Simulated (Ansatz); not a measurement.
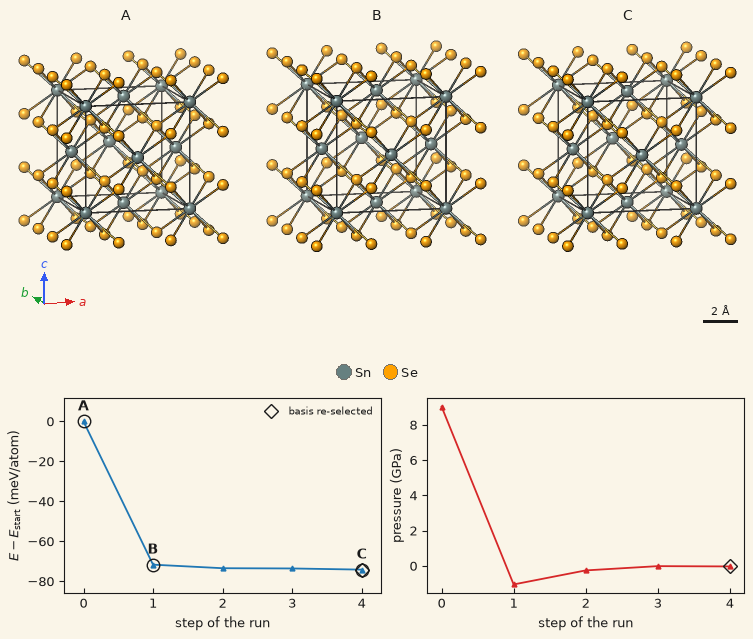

Frames of a relaxation of crystalline SnSe₂ (built on the fluorite type), marked on the history of the run. The picture is a ball-and-stick view of the conventional cell (4 times the calculation's cell), seen slightly off an axis. Lengths and directions refer to the drawn axes.

Level of theory: DFT, PBEsol, plane waves, PAW in Ansatz.

Input
```yaml
crystal:
  lattice:
    - [0.0, 3.2439730379, 3.2439730379]
    - [3.2439730379, 0.0, 3.2439730379]
    - [3.2439730379, 3.2439730379, 0.0]
  atoms:
    - { symbol: Sn, position: [0.0, 0.0, 0.0] }
    - { symbol: Se, position: [0.25, 0.25, 0.25] }
    - { symbol: Se, position: [0.75, 0.75, 0.75] }
kpoints:
  mp_grid: { grid: [6, 6, 6] }
hamiltonian:
  xc: pbesol
scf:
  occupations: { method: fermi_dirac, width: 0.03 }
relax:
  f_tol: 0.01
  cell: {}
  max_steps: 120
```

Command:
```bash
ansatz run input.yaml --threads 2 --pin off --max-ram 20275MiB --backend cpu --events-out ev --progress --plain --runs-dir out
```

### Describe the path.

The energy falls by 74.1 meV per atom in 3 accepted moves (4 points after the start). All forces vanish by symmetry, so only the cell relaxes. Pressure: 9.04 GPa at the start and −0.03 GPa at the end. The SCF was repeated once at an unchanged geometry on a basis and grid sized afresh for the cell, which shifted the energy by 0.6 meV per atom at most. No atom moves by more than 0.005 Å relative to the cell. The drawn cell changes as follows: a = b = c 6.488 → 6.758 Å (+4.2 %); the volume changes by +13.0 %. Some distances before and after: Sn1–Se2 2.809 → 2.926 Å. The space group stays Fm-3m (No. 225). Cost: 3.5 s on 2 threads of AMD EPYC 7R13 Processor (Zen 3), with other jobs on the host, peak memory 0.59 GiB. From step 0 to 1: volume +15.3 %, energy −71.6 meV per atom. From step 1 to 4: volume −2.0 %, energy −2.5 meV per atom.
